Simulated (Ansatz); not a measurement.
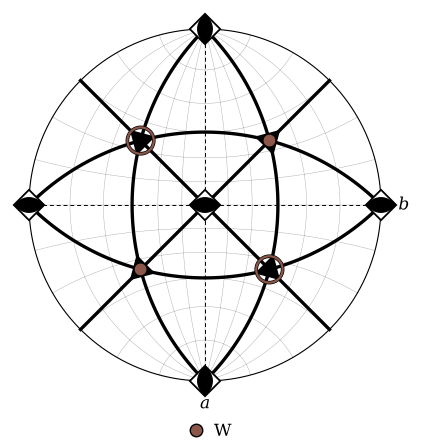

Crystal: WSe2, the input geometry of an electronic-structure calculation (not necessarily at equilibrium); the starting structure was generated, so it need not be a known form of this composition. Directions from one selenium atom at (1/4, 3/4, 3/4) to its bonded neighbours, in stereographic projection down c (filled: above the plane of the page or in it, open: below). The drawing is computed from the coordinates (standard cell, symmetry found to 0.002 Å).

Neighbours are counted up to 3.43 Å for W. The symmetry elements of the site are drawn in: heavy lines are mirror planes (a heavy rim: a mirror in the plane of the page); lens, triangle, square and hexagon are 2-, 3-, 4- and 6-fold axes, a lens in an open square is −4, a triangle in an open hexagon −6; thin dashed diameters join the ends of axes that lie in the page; a small open circle marks inversion.

```cif
data_structure
_symmetry_space_group_name_H-M 'P 1'
_symmetry_Int_Tables_number 1
_cell_length_a 6.1850
_cell_length_b 6.1850
_cell_length_c 6.1850
_cell_angle_alpha 90.000
_cell_angle_beta 90.000
_cell_angle_gamma 90.000
_cell_volume 236.60
loop_
_atom_site_label
_atom_site_type_symbol
_atom_site_fract_x
_atom_site_fract_y
_atom_site_fract_z
_atom_site_occupancy
W1 W 0.00000 0.00000 0.00000 1
Se1 Se 0.25000 0.75000 0.75000 1
Se2 Se 0.25000 0.25000 0.75000 1
W2 W 0.00000 0.50000 0.50000 1
Se3 Se 0.25000 0.25000 0.25000 1
Se4 Se 0.25000 0.75000 0.25000 1
W3 W 0.50000 0.00000 0.50000 1
Se5 Se 0.75000 0.75000 0.25000 1
Se6 Se 0.75000 0.25000 0.25000 1
W4 W 0.50000 0.50000 0.00000 1
Se7 Se 0.75000 0.25000 0.75000 1
Se8 Se 0.75000 0.75000 0.75000 1
```

Question: How many neighbours are there, and at what angles?

Answer: 4: 4 W at 2.68 Å. Angles between bonds: 109° (6×).

Question: What is the site's symmetry in the crystal?

Answer: Point group -43m (Td), order 24: three −4 axes, four threefold axes, six mirror planes. In No. 225, Fm-3m this is Wyckoff position 8c.
